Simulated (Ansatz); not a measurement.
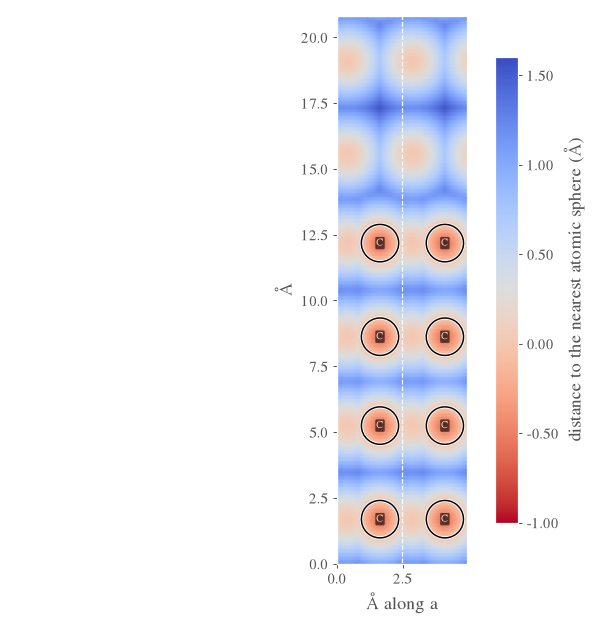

Map of the distance to the nearest atomic sphere in C (R-3m, No. 166), computed on the section y = 0.333 (parallel to a and c; the dashed line is one cell). The black line marks the spheres' surfaces; positive values are empty space; unlabelled circles belong to atoms above or below the section.

The atoms' radii are touching radii (half the shortest distance): C 0.71 Å.

Origin of the cell: the end point of a relaxation with DFT PBE+D3(BJ), scalar-relativistic, plane waves, PAW in Ansatz 0.2.0.

```cif
data_structure
_symmetry_space_group_name_H-M 'R-3m:H'
_symmetry_Int_Tables_number 166
_cell_length_a 2.4649
_cell_length_b 2.4649
_cell_length_c 20.7982
_cell_angle_alpha 90.000
_cell_angle_beta 90.000
_cell_angle_gamma 120.000
_cell_volume 109.43
loop_
_atom_site_label
_atom_site_type_symbol
_atom_site_symmetry_multiplicity
_atom_site_Wyckoff_symbol
_atom_site_fract_x
_atom_site_fract_y
_atom_site_fract_z
_atom_site_occupancy
C1 C 6 c 0.66667 0.33333 0.25216 1
C2 C 6 c 0.00000 0.00000 0.25214 1
```

> Where is the largest hole in this section, and how large is it?

At 0.667, 0.333, 0.833 (fractional), where the distance reaches 1.57 Å; it is enclosed by 12 C. It is the largest hole of the crystal.

> How much of the crystal lies outside the spheres?

About 83 % of the cell's volume, and 88 % of this section's area.

> What can pass through?

The largest sphere that fits anywhere has a diameter of 3.13 Å; the largest that can travel through the crystal, about 2.4 Å.
